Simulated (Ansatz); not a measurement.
**SnO₂: density, localisation and related maps**

Input file:

```
crystal:
  lattice:
    - [4.73514617, 0.0, 0.0]
    - [0.0, 5.75091223, 0.0]
    - [0.0, 0.0, 5.24711425]
  atoms:
    - { symbol: Sn, position: [0.5, 0.66544775, 0.75] }
    - { symbol: Sn, position: [0.0, 0.83455225, 0.25] }
    - { symbol: Sn, position: [0.5, 0.33455225, 0.25] }
    - { symbol: Sn, position: [0.0, 0.16544775, 0.75] }
    - { symbol: O, position: [0.73030504, 0.60712347, 0.07860358] }
    - { symbol: O, position: [0.23030504, 0.89287653, 0.92139642] }
    - { symbol: O, position: [0.76969496, 0.89287653, 0.57860358] }
    - { symbol: O, position: [0.26969496, 0.60712347, 0.42139642] }
    - { symbol: O, position: [0.73030504, 0.39287653, 0.57860358] }
    - { symbol: O, position: [0.23030504, 0.10712347, 0.42139642] }
    - { symbol: O, position: [0.76969496, 0.10712347, 0.07860358] }
    - { symbol: O, position: [0.26969496, 0.39287653, 0.92139642] }
kpoints:
  mp_grid: { grid: [6, 4, 4] }
hamiltonian:
  xc: pbe
scf:
  occupations: { method: fermi_dirac, width: 0.02 }
relax:
  f_tol: 0.005
  cell: {}
output:
  write_density: true
  write_potential: true
  elf: true
  volumetric_format: npy
```

Below, planes, directions and counts refer to the conventional cell (a = 4.79 Å, b = 5.82 Å, c = 5.31 Å, α = 90.00°, β = 90.00°, γ = 90.00°).

The fields are those of the run's last geometry, not of the input's.

Space group Pbcn; a structure from a database of computed crystals, not necessarily the ambient phase; started from the database structure prototype, which need not be the ambient phase.

Method: DFT, PBE, plane waves, PAW (Ansatz 0.2.0).

The density is the valence pseudo-density of a PAW calculation; it isn't the true density close to the nuclei.

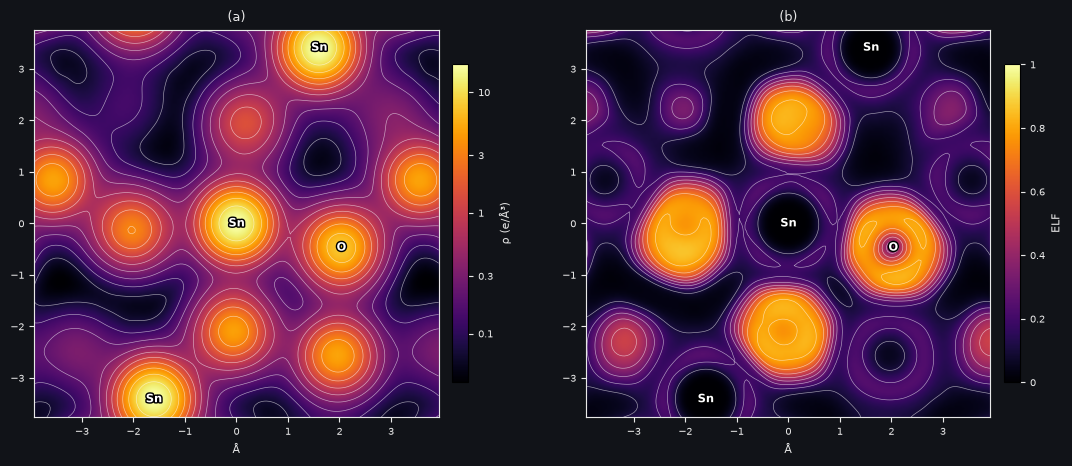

Figure 1. (a) valence electron density; (b) electron localisation function on the (111) plane of the conventional cell.

> What do the fields say about this system?

Atoms in the plane: Sn and O. Atoms just off the plane (Sn, 0.5 Å away and O, 0.4 Å away) can leave unmarked features too. Sn–O (2.09 Å): ρ at the midpoint is about 0.63 e/Å³; the ELF peaks at about 0.80 in the valence shell of O, 0.6 Å from its nucleus, and is about 0.25 at the midpoint; no shared electron pair shows on this line. Between the atoms the lowest density in this plane is 0.04 e/Å³. The ELF also peaks beside O, away from the bonds: lone-pair regions.

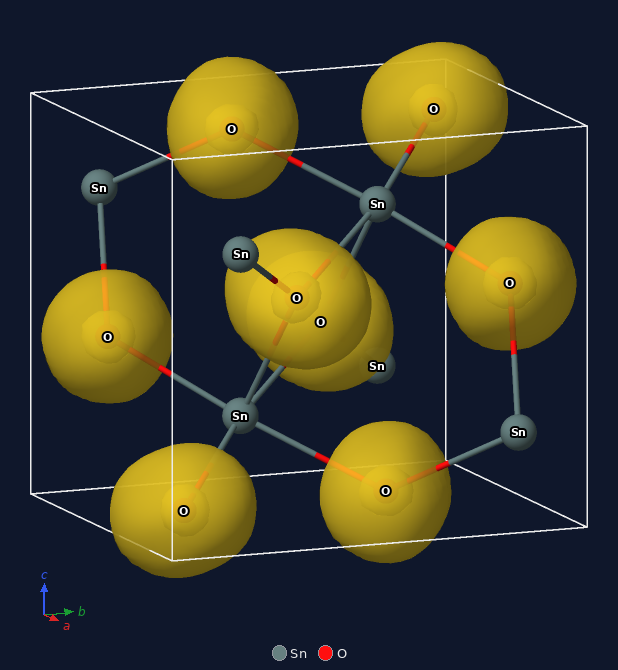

Figure 2. Isosurface of the ELF at 0.65 (yellow), seen slightly off an axis. Core shells and regions of very low density are left out. Sticks mark near contacts.

> Identify the bonds, lone pairs and shells in this picture.

The surface consists of eight regions wrapped around O (the valence shell of each), counted in one cell of 12 atoms. Regions shared between cells count once.


Sn–O (2.06 Å): the ELF peaks at about 0.80 in the valence shell of O, 0.6 Å from its nucleus, and is about 0.25 at the midpoint: no shared electron pair shows on this line. Sn–O (2.14 Å): the ELF peaks at about 0.85 in the valence shell of O, 0.6 Å from its nucleus, and is about 0.25 at the midpoint: no localised pair shows between them.

> Metal or insulator at this level of theory?

It is gapped, with a Kohn–Sham gap of 1.00 eV on the k-point mesh (the band edges may lie off the mesh, which would make the gap smaller).
